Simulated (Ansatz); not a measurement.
Here is a crystal structure:

```yaml
crystal:
  lattice:
    - [3.41556, 0.00000, 0.00000]
    - [-1.70778, 2.95796, 0.00000]
    - [0.00000, 0.00000, 13.15689]
  atoms:
    - { symbol: Te, position: [0.33333, 0.66667, 0.61108] }
    - { symbol: Te, position: [0.66667, 0.33333, 0.11108] }
    - { symbol: Te, position: [0.66667, 0.33333, 0.38892] }
    - { symbol: Te, position: [0.33333, 0.66667, 0.88892] }
    - { symbol: Mo, position: [0.33333, 0.66667, 0.25000] }
    - { symbol: Mo, position: [0.66667, 0.33333, 0.75000] }
```

Summarise the structure in words.

The solid is Te$_{2}$Mo. The structure has P6_3/mmc (No. 194) symmetry and a primitive hexagonal lattice. In terms of structure types, this is 2H molybdenite (MoS₂) type. It has 6 atoms to the cell (4 Te, 2 Mo). The polyhedra are MoTe6 trigonal prisms; they share edges. The coordination shell of Te holds three Mo in a trigonal pyramidal arrangement at 2.69 Å. Each Mo has six Te in a trigonal prismatic arrangement at 2.69 Å. The bonds build Te2Mo layers parallel to (001).

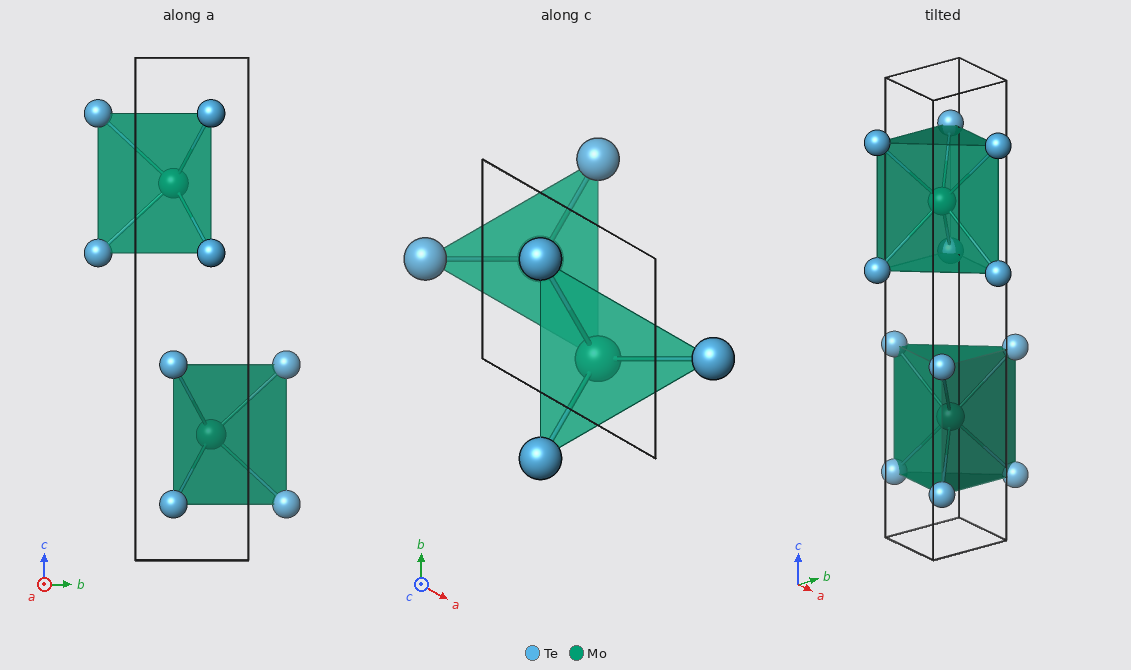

Polyhedral representation of a periodic structure, projected along the a axis, along the c axis and slightly off an axis. Thin lines show the conventional unit cell, with boundary atoms drawn in all their periodic places. A few atoms beyond the faces are included. Colours: tellurium blue, molybdenum teal.

It goes back to a structure listed in the Materials Project. It was relaxed with DFT PBE, scalar-relativistic, plane waves, PAW (Ansatz 0.2.0) under a constraint or pressure on the cell, so some stress remains.

At this level of theory the run's own cell isn't at rest (compressed, at 10 GPa), so its distances can differ from those at equilibrium, the more so the softer the solid.
